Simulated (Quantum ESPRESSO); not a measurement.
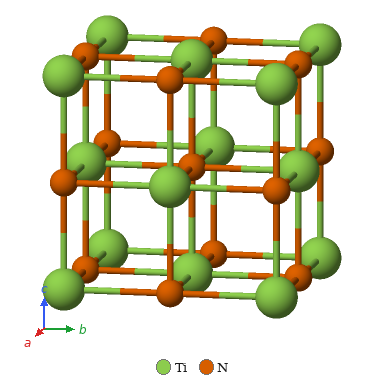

System: TiN, space group Fm-3m (No. 225) (cell built by us, not taken from a database). The picture shows the conventional cell.

Input file:
```
&CONTROL
  calculation = 'scf'
  prefix = 'pwscf'
  outdir = './tmp'
  pseudo_dir = './pseudo'
  tprnfor = .true.
  tstress = .true.
  disk_io = 'nowf'
/
&SYSTEM
  ibrav = 0
  nat = 2
  ntyp = 2
  ecutwfc = 45
  ecutrho = 360
  nbnd = 15
  occupations = 'smearing'
  smearing = 'mp'
  degauss = 0.01469973
/
&ELECTRONS
  conv_thr = 4d-10
  electron_maxstep = 120
  mixing_beta = 0.5
/
ATOMIC_SPECIES
Ti    47.8670 ti_lda_v1.4.uspp.F.UPF
N     14.0070 n_lda_v1.2.uspp.F.UPF
CELL_PARAMETERS angstrom
   0.0000000000    2.1200000000    2.1200000000
   2.1200000000    0.0000000000    2.1200000000
   2.1200000000    2.1200000000    0.0000000000
ATOMIC_POSITIONS crystal
Ti     0.0000000000    0.0000000000    0.0000000000
N      0.5000000000    0.5000000000    0.5000000000
K_POINTS automatic
16 16 16 0 0 0
```

Command:
```bash
OMP_NUM_THREADS=1 pw.x -in pw.in > pw.out
```

Computed with Quantum ESPRESSO 7.5: plane-wave DFT, no spin polarisation; energies at scaled volumes of the given cell, shape and fractions fixed, counted from the fit's minimum, third-order Birch-Murnaghan fit. Level: LDA.

- k mesh: 16×16×16
- occupations: Methfessel–Paxton
- smearing width: 0.2 eV
- potentials: GBRV 1.5 LDA
- wave cutoff: 612.3 eV
- density cutoff: 4898 eV

What does the calculation give for the energy and pressure against volume? The volume takes the values 8.96, 9.15, 9.34, 9.53, 9.72, 9.91, 10.10 Å³/atom.

A third-order Birch–Murnaghan fit gives V0 = 9.09 Å³/atom, B0 = 319 GPa and B′ = 4.2. The energy is 2.08 meV/atom at volume 8.96 Å³/atom and 92.43 meV/atom at 10.10 Å³/atom; the lowest computed point is at volume 9.15 Å³/atom (0.33 meV/atom). The pressure falls from 4.88 GPa at volume 8.96 Å³/atom to −26.92 GPa at 10.10 Å³/atom, and changes sign near 9.09 Å³/atom.

```csv
volume (Å³/atom),energy (meV/atom),pressure (GPa)
8.96,2.08,4.88
9.15,0.33,-1.97
9.34,6.28,-8.12
9.53,19.13,-13.62
9.72,38.19,-18.55
9.91,62.85,-22.97
10.10,92.43,-26.92
```

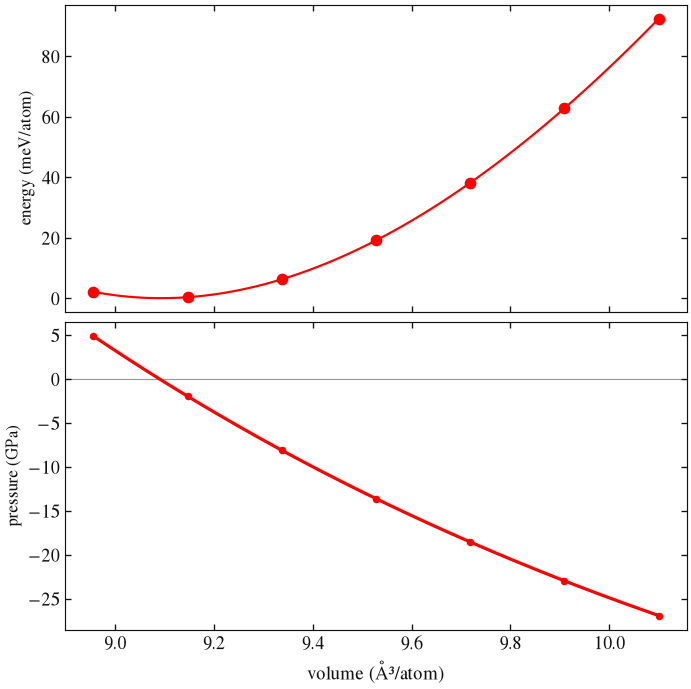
